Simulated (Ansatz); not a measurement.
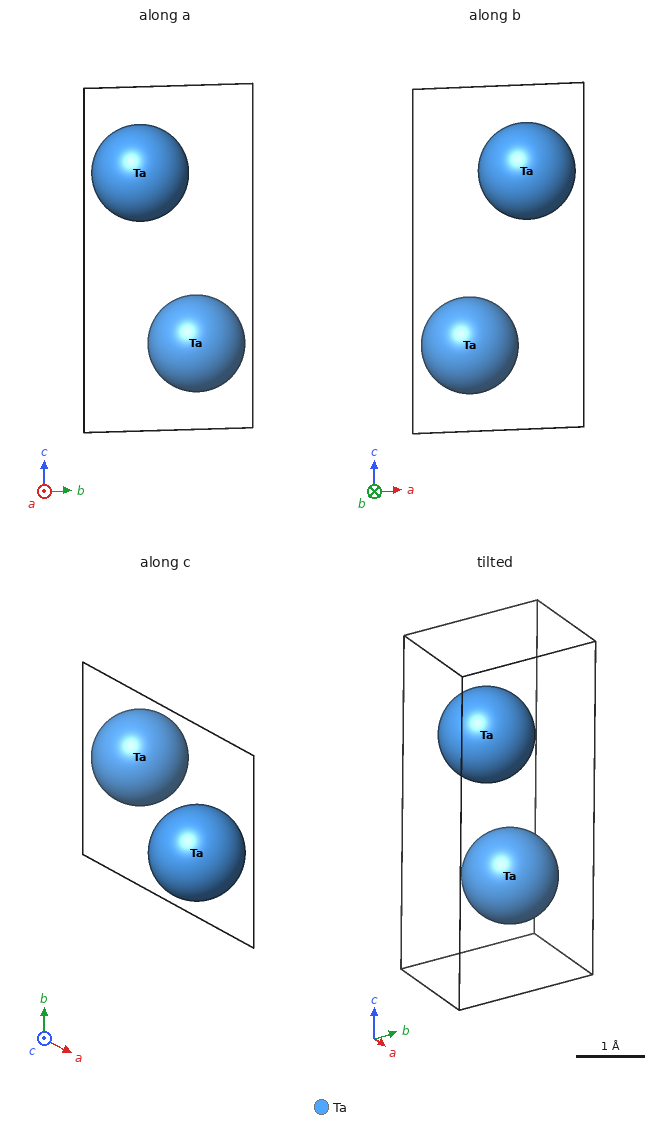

A spheres-only rendering, viewed along the a axis, along the b axis, along the c axis and slightly off an axis. The wireframe shows the unit cell.

Lattice parameters: a = 2.905 Å, b = 2.866 Å, c = 5.132 Å, α = 89.36°, β = 88.27°, γ = 118.70°. Put a along x and b in the xy plane.

Record the structure as a POSCAR file.

Answer.
```
Ta
1.0
     2.905    0.000    0.000
    -1.376    2.514    0.000
     0.155    0.150    5.128
Ta
2
Direct
  0.3333 0.6667 0.2500
  0.6667 0.3333 0.7500
```

Its origin is a structure type filled with this element by a generator (whether the element takes this form wasn't checked). The cell was then strained or its atoms displaced on purpose. It was the input of a calculation with Ansatz.
